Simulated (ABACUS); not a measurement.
Band-structure run of GaP (part 2 of 2)

The same run, continued: GaP (2 atoms in the cell); Kohn-Sham DFT of a periodic cell, r2SCAN, SG15 ONCV 1.2 PBE, no spin polarisation (ABACUS 3.10.1); cutoff 1278.93 eV, 5×5×5 k-mesh, fermi-dirac of 0.05 eV. The structure derives from an entry of the Crystallography Open Database.

Geometry of the input (Å; fractional positions):
```
0.0000  2.7252  2.7252
2.7252  0.0000  2.7252
2.7252  2.7252  0.0000
Ga 0.0000  0.0000  0.0000
P  0.7500  0.7500  0.7500
```

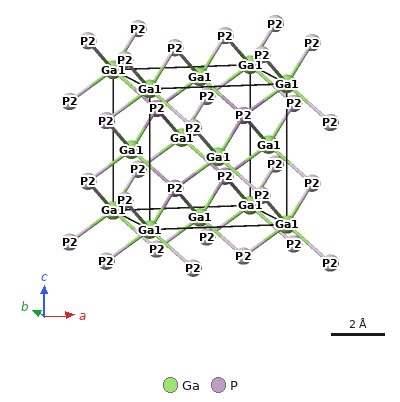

The structure as given in the input (ball-and-stick view of the cell 4 times as large as that of the calculation, set on its symmetry axes, seen slightly off an axis; neighbours outside the cell are drawn fainter; atoms are numbered from 1 in the order of the input).

The program's output, continued:
```
 PW ALGORITHM --------------- ION=   1  ELEC=   1--------------------------------
 Notice: Threshold on eigenvalues was too large.
 hsover_error=0.18 > DRHO=0.120719
 Origin diag ethr = 0.01
 New diag ethr = 0.000670662

 Density error is 0.113971559196
                          Error Threshold = 0.000670662078391
----------------------------------------------------------
     Energy           Rydberg                 eV
----------------------------------------------------------
 E_KohnSham     -143.2483156194      -1948.9933213267
 E_Harris       -143.9439597929      -1958.4580458659
 E_Fermi        0.5797775841         7.8882787161
----------------------------------------------------------

 PW ALGORITHM --------------- ION=   1  ELEC=   2--------------------------------

 Density error is 0.0124003332178
                          Error Threshold = 0.000633175328864
----------------------------------------------------------
     Energy           Rydberg                 eV
----------------------------------------------------------
 E_KohnSham     -143.3517372592      -1950.4004449243
 E_Harris       -141.8622975661      -1930.1355782712
 E_Fermi        0.6101463023         8.3014663248
----------------------------------------------------------

 PW ALGORITHM --------------- ION=   1  ELEC=   3--------------------------------

 Density error is 0.00114549341617
                          Error Threshold = 6.88907400989e-05
----------------------------------------------------------
     Energy           Rydberg                 eV
----------------------------------------------------------
 E_KohnSham     -143.3681550911      -1950.6238209869
 E_Harris       -143.0801736186      -1946.7056320426
 E_Fermi        0.6107309464         8.3094208154
----------------------------------------------------------

 PW ALGORITHM --------------- ION=   1  ELEC=   4--------------------------------

 Density error is 2.6296144051e-05
                          Error Threshold = 6.36385231208e-06
----------------------------------------------------------
     Energy           Rydberg                 eV
----------------------------------------------------------
 E_KohnSham     -143.3686314392      -1950.6303020355
 E_Harris       -143.4322696422      -1951.4961442063
 E_Fermi        0.6143659140         8.3588770867
----------------------------------------------------------

 PW ALGORITHM --------------- ION=   1  ELEC=   5--------------------------------

 Density error is 1.20595414123e-06
                          Error Threshold = 1.46089689172e-07
----------------------------------------------------------
     Energy           Rydberg                 eV
----------------------------------------------------------
 E_KohnSham     -143.3686473846      -1950.6305189828
 E_Harris       -143.3764809160      -1950.7370996461
 E_Fermi        0.6145936109         8.3619750621
----------------------------------------------------------

 PW ALGORITHM --------------- ION=   1  ELEC=   6--------------------------------

 Density error is 6.1661578264e-08
                          Error Threshold = 6.69974522908e-09
----------------------------------------------------------
     Energy           Rydberg                 eV
----------------------------------------------------------
 E_KohnSham     -143.3686477489      -1950.6305239406
 E_Harris       -143.3702506289      -1950.6523322407
 E_Fermi        0.6145274535         8.3610749457
----------------------------------------------------------

 PW ALGORITHM --------------- ION=   1  ELEC=   7--------------------------------

 Density error is 5.06146368178e-09
                          Error Threshold = 3.42564323689e-10
----------------------------------------------------------
     Energy           Rydberg                 eV
----------------------------------------------------------
 E_KohnSham     -143.3686477645      -1950.6305241522
 E_KS(sigma->0) -143.3686477644      -1950.6305241514
 E_Harris       -143.3680214159      -1950.6220022419
 E_band         -3.8246609036        -52.0371812063
 E_one_elec     -77.3968356223       -1053.0379716325
 E_Hartree      50.7513168663        690.5070903853
 E_xc           -20.2455051816       -275.4542293578
 E_Ewald        -96.4776238268       -1312.6454135455
 E_entropy(-TS) -0.0000000001        -0.0000000018
 E_descf        0.0000000000         0.0000000000
 E_exx          0.0000000000         0.0000000000
 E_Fermi        0.6144950054         8.3606334665
----------------------------------------------------------

 charge density convergence is achieved
 final etot is -1950.6305242 eV
 EFERMI = 8.3606334665 eV
The vacuum level is 9.8416932214 eV

 STATE ENERGY(eV) AND OCCUPATIONS    NSPIN == 1
 1/10 kpoint (Cartesian) = 0.0000 0.0000 0.0000 (1063 pws)
       1       -6.93098      0.0160000
       2       -6.93098      0.0160000
       3       -6.93098      0.0160000
       4       -6.80939      0.0160000
       5       -6.80939      0.0160000
       6       -5.68069      0.0160000
       7        7.47119      0.0160000
       8        7.47119      0.0160000
       9        7.47119      0.0160000
      10        9.47553    3.31298e-12
      11        11.5671    2.25418e-30
      12        11.5671    2.25418e-30
      13        11.5671    2.25418e-30
      14        16.7502    2.15262e-75
      15        17.8740    3.72958e-85
      16        17.8740    3.72958e-85
      17        20.7140        0.00000
      18        20.7140        0.00000
      19        20.7140        0.00000

 2/10 kpoint (Cartesian) = 0.036694 0.036694 0.036694 (1037 pws)
       1       -6.98898       0.128000
       2       -6.91797       0.128000
       3       -6.91797       0.128000
       4       -6.80875       0.128000
       5       -6.80875       0.128000
       6       -5.12601       0.128000
       7        4.33333       0.128000
       8        6.94479       0.128000
       9        6.94479       0.128000
      10        9.97214    1.28771e-15
      11        12.3131    5.97362e-36
      12        12.3131    5.97362e-36
      13        13.3852    2.91075e-45
      14        16.9635    2.42059e-76
      15        16.9635    2.42059e-76
      16        18.1354    1.60133e-86
      17        20.2431        0.00000
      18        23.5991        0.00000
      19        23.5991        0.00000

 3/10 kpoint (Cartesian) = 0.073388 0.073388 0.073388 (1037 pws)
       1       -7.05429       0.128000
       2       -6.90239       0.128000
       3       -6.90239       0.128000
       4       -6.80235       0.128000
       5       -6.80235       0.128000
       6       -3.83191       0.128000
       7        1.11853       0.128000
       8        6.35056       0.128000
       9        6.35056       0.128000
      10        9.39637    1.29107e-10
      11        12.5564    4.60460e-38
      12        12.5564    4.60460e-38
      13        16.1785    1.59238e-69
      14        18.1119    2.56297e-86
      15        18.6588        0.00000
      16        18.6588        0.00000
      17        22.8538        0.00000
      18        23.4750        0.00000
      19        23.4750        0.00000

 4/10 kpoint (Cartesian) = 0.0000 0.0000 0.073388 (1038 pws)
       1       -7.01183      0.0960000
       2       -6.90432      0.0960000
       3       -6.90432      0.0960000
       4       -6.82272      0.0960000
       5       -6.80036      0.0960000
       6       -4.94685      0.0960000
       7        4.50487      0.0960000
       8        6.10730      0.0960000
       9        6.10730      0.0960000
      10        10.1924    1.17858e-17
      11        11.6881    1.20375e-30
      12        13.7396    1.82340e-48
      13        13.7396    1.82340e-48
      14        15.4953    1.02587e-63
      15        18.5258        0.00000
      16        19.5777        0.00000
      17        22.1872        0.00000
      18        22.1872        0.00000
      19        22.4130        0.00000

 5/10 kpoint (Cartesian) = 0.036694 0.036694 0.11008 (1028 pws)
       1       -7.05856       0.384000
       2       -6.89058       0.384000
       3       -6.88479       0.384000
       4       -6.82573       0.384000
       5       -6.79480       0.384000
       6       -3.85796       0.384000
       7        1.95395       0.384000
       8        4.96880       0.384000
       9        5.54198       0.384000
      10        10.3617    1.59567e-18
      11        12.2713    4.13421e-35
      12        13.8434    9.14549e-49
      13        14.4636    3.75798e-54
      14        18.3303    9.74518e-88
      15        19.7047        0.00000
      16        20.2008        0.00000
      17        22.6368        0.00000
      18        23.3527        0.00000
      19        25.0854        0.00000

 6/10 kpoint (Cartesian) = 0.22016 -0.073388 -0.073388 (1032 pws)
       1       -7.06834       0.384000
       2       -6.89196       0.384000
       3       -6.88397       0.384000
       4       -6.81182       0.384000
       5       -6.80259       0.384000
       6       -3.15842       0.384000
       7       0.775535       0.384000
       8        4.15447       0.384000
       9        5.79561       0.384000
      10        10.5381    4.69083e-20
      11        12.8838    1.97773e-40
      12        13.8612    6.40909e-49
      13        15.9096    1.03521e-66
      14        17.7989    4.02153e-83
      15        18.1592    2.98376e-86
      16        20.6593        0.00000
      17        22.6939        0.00000
      18        24.3012        0.00000
      19        25.0925        0.00000

[... levels at 4 further k points ...]

------------------------------------------------------------------------------------------
 TOTAL-FORCE (eV/Angstrom)
------------------------------------------------------------------------------------------
                       Ga1         0.0000000000         0.0000000000         0.0000000000
                        P1         0.0000000000         0.0000000000         0.0000000000
------------------------------------------------------------------------------------------

----------------------------------------------------------------
 TOTAL-STRESS (KBAR)
----------------------------------------------------------------
       -17.9657887572        -0.0000000000         0.0000000000
        -0.0000000000       -17.9657887572        -0.0000000000
        -0.0000000000         0.0000000000       -17.9657887572
----------------------------------------------------------------
 TOTAL-PRESSURE: -17.965789 KBAR

 --------------------------------------------
 !FINAL_ETOT_IS -1950.6305241522379674 eV
 --------------------------------------------
```

Standard output:
```
ABACUS v3.10.1

               Atomic-orbital Based Ab-initio Computation at UStc

 dft_functional readin is: MGGA_X_R2SCAN+MGGA_C_R2SCAN
 dft_functional in pseudopot file is: PBE
 Please make sure this is what you need
 dft_functional readin is: MGGA_X_R2SCAN+MGGA_C_R2SCAN
 dft_functional in pseudopot file is: PBE
 Please make sure this is what you need

%%%%%%%%%%%%%%%%%%%%%%%%%%%%%%%%%%%%%%%%%%%%%%%%%%%%%%%%%%%%%%%%%%%%%%%%%%%%%%%%%%%%%%%%%%%%%%%%%%%%%%%%%
 Warning: the number of valence electrons in pseudopotential > 3 for Ga: [Ar] 3d10 4s2 4p1
 Pseudopotentials with additional electrons can yield (more) accurate outcomes, but may be less efficient.
 If you're confident that your chosen pseudopotential is appropriate, you can safely ignore this warning.
%%%%%%%%%%%%%%%%%%%%%%%%%%%%%%%%%%%%%%%%%%%%%%%%%%%%%%%%%%%%%%%%%%%%%%%%%%%%%%%%%%%%%%%%%%%%%%%%%%%%%%%%%

 UNIFORM GRID DIM        : 45 * 45 * 45
 UNIFORM GRID DIM(BIG)   : 45 * 45 * 45
func,idMGGA_X_R2SCAN 497
func,idMGGA_C_R2SCAN 498
 ---------------------------------------------------------
 Self-consistent calculations for electrons
 ---------------------------------------------------------
 SPIN    KPOINTS         PROCESSORS  THREADS
 1       10              4           4
 ---------------------------------------------------------
 Use plane wave basis
 ---------------------------------------------------------
 ELEMENT NATOM       XC
 Ga      1
 P       1
 ---------------------------------------------------------
 Initial plane wave basis and FFT box
 ---------------------------------------------------------
 -------------------------------------------
 SELF-CONSISTENT :
 -------------------------------------------
 START CHARGE      : atomic
 ITER       ETOT/eV          EDIFF/eV         DRHO         DKIN     TIME/s
 DA1     -1.94899332e+03   0.00000000e+00   1.1397e-01   9.6962e-01   6.15
 DA2     -1.95040044e+03  -1.40712360e+00   1.2400e-02   5.1626e-01   1.91
 DA3     -1.95062382e+03  -2.23376063e-01   1.1455e-03   4.9594e-02   1.75
 DA4     -1.95063030e+03  -6.48104855e-03   2.6296e-05   1.5689e-02   2.22
 DA5     -1.95063052e+03  -2.16947368e-04   1.2060e-06   1.7067e-03   1.90
 DA6     -1.95063052e+03  -4.95774690e-06   6.1662e-08   1.1149e-04   2.11
 DA7     -1.95063052e+03  -2.11652909e-07   5.0615e-09   1.5307e-04   2.06
----------------------------------------------------------------
 TOTAL-STRESS (KBAR)
----------------------------------------------------------------
       -17.9657887572        -0.0000000000         0.0000000000
        -0.0000000000       -17.9657887572        -0.0000000000
        -0.0000000000         0.0000000000       -17.9657887572
----------------------------------------------------------------
 TOTAL-PRESSURE: -17.965789 KBAR
```

Key numbers:

```csv
quantity,value
outcome,converged
space group (tolerance 0.01 Å),F-43m (216)
electrons treated,18
free energy,−1950.6305 eV
Fermi energy of the self-consistent step,8.361 eV
gap on the k-point mesh,1.82 eV
pressure,−1.80 GPa
largest force (length of the vector),under 0.001 eV/Å
hardware,"4 threads of Intel Xeon (Granite Rapids), 12 GiB of memory available, shared host"
wall time,20 s (CPU time 79 s)
peak memory,0.36 GiB
```
